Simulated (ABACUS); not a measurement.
# Energy of CeO₂ along an even scaling of the cell

System: CeO₂ (Fm-3m, 3 atoms in the cell).
Method: Kohn-Sham DFT of a periodic cell, PBE, PseudoDojo NC SR 0.4.1 PBE standard, lanthanides 3+ (f in core), spin-polarised (ABACUS 3.10.1).

The 7 runs differ only in the geometry, by an even scaling of the cell at fixed fractional positions. The structure derives from an entry of the Crystallography Open Database.

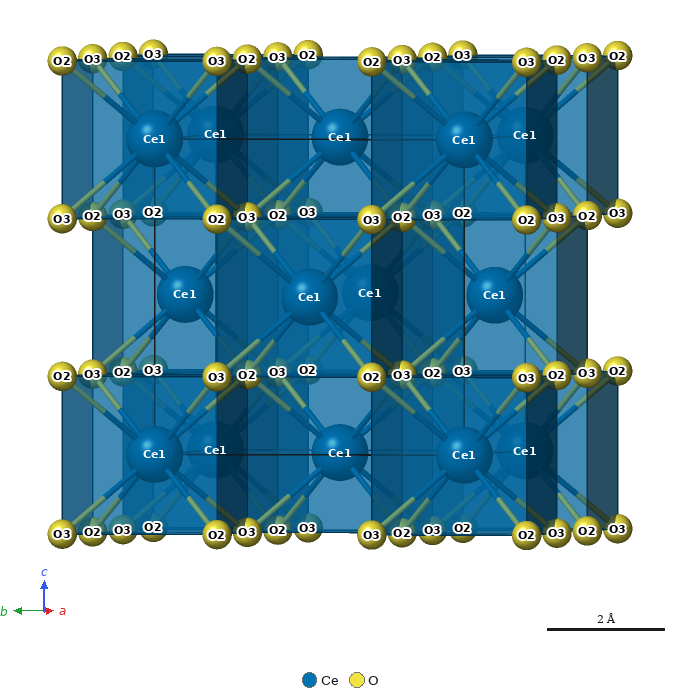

Figure 1. The structure of run 4 (polyhedral view of the cell 4 times as large as that of the calculation, set on its symmetry axes, seen at an oblique angle; polyhedra are completed across the faces of the cell; atoms are numbered from 1 in the order of the input).

### The input of run 4
```
INPUT_PARAMETERS
suffix              CeO2
calculation         scf
basis_type          pw
pseudo_dir          ./
symmetry            1
dft_functional      pbe
ecutwfc             84
pseudo_rcut         10
nspin               2
nbands              16
ks_solver           dav
smearing_method     fd
smearing_sigma      0.00367493
scf_thr             1e-08
scf_nmax            100
mixing_type         broyden
mixing_beta         0.4
cal_force           1
cal_stress          1
kpar                4
```

### File STRU of run 4
```
ATOMIC_SPECIES
Ce 140.1160 Ce.upf
O 15.9990 O.upf

LATTICE_CONSTANT
1.8897261246

LATTICE_VECTORS
0.0000000000 2.7036500000 2.7036500000
2.7036500000 0.0000000000 2.7036500000
2.7036500000 2.7036500000 0.0000000000

ATOMIC_POSITIONS
Direct

Ce
0.0
1
0.0000000000 0.0000000000 0.0000000000 1 1 1 mag 0

O
0.0
2
0.7500000000 0.7500000000 0.7500000000 1 1 1 mag 0
0.2500000000 0.2500000000 0.2500000000 1 1 1 mag 0
```

### File KPT of run 4
```
K_POINTS
0
Gamma
9 9 9 0 0 0
```

Command:
```bash
OMP_NUM_THREADS=1 mpirun -np 4 abacus > log
```

Lattice vectors (Å) and fractional positions of run 4:
```
   0.000000    2.703650    2.703650
   2.703650    0.000000    2.703650
   2.703650    2.703650    0.000000
Ce  0.000000  0.000000  0.000000
O   0.750000  0.750000  0.750000
O   0.250000  0.250000  0.250000
```

Run 6 differs from it as follows:
```diff
-0.0000000000 2.7036500000 2.7036500000
-2.7036500000 0.0000000000 2.7036500000
-2.7036500000 2.7036500000 0.0000000000
+0.0000000000 2.7392284221 2.7392284221
+2.7392284221 0.0000000000 2.7392284221
+2.7392284221 2.7392284221 0.0000000000
```

### Results, with one run withheld

```tsv
run	volume per atom (Å³)	free energy per atom, from the lowest run given (meV)	pressure (GPa)
1	12.385	389.22	57.39
2	12.648	300.48	50.55
3	12.912	222.49	44.32
4	13.175	154.28	38.65
5	13.439	94.97	33.48
6	13.702	?	?
7	13.966	0.00	24.47
```

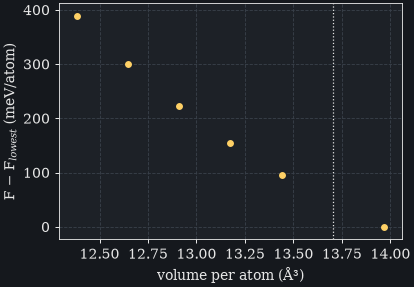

Figure 2. Free energy per atom of the runs given; the dotted line marks run 6.

What should run 6 give?

A cubic polynomial in V^(−2/3) (the Birch–Murnaghan form), fitted to the 6 runs given, misses them by at most 0.10 meV per atom. With x = V^(−2/3) − 0.18022 Å⁻², it reads F = 180.24 + 27740 x + 5.9616e+05 x² + 7.8734e+05 x³ (meV per atom). At run 6 it gives 43.88 meV per atom, and the run itself gives 43.78. The slope of the fit gives a pressure −dF/dV of 28.81 GPa there, and the run prints 28.77 GPa. The fit has no minimum inside this range.

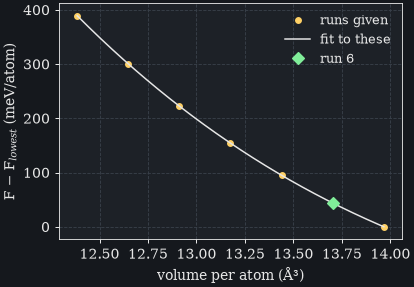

Figure 3. The fit and the withheld run.

### Some lines of the output (run 6)
```
[...]
 E_Fermi        0.7174296824         9.7611315949
 E_Fermi        0.7429501108         10.1083548365
 E_Fermi        0.7360562468         10.0145590055
 E_Fermi        0.7489207005         10.1895888774
 E_Fermi        0.7489946652         10.1905952179
 E_Fermi        0.7492850985         10.1945467662
 E_Fermi        0.7495356808         10.1979561133
 E_Fermi        0.7495267236         10.1978342437
 E_KS(sigma->0) -137.8036544351      -1874.9149055401
 E_Fermi        0.7495111191         10.1976219347
 final etot is -1874.925945 eV
 EFERMI = 10.197621935 eV
 TOTAL-PRESSURE: 287.672975 KBAR
 !FINAL_ETOT_IS -1874.9259449730211600 eV
```

Notes: Points of doubt noted for this run: f electrons in core.
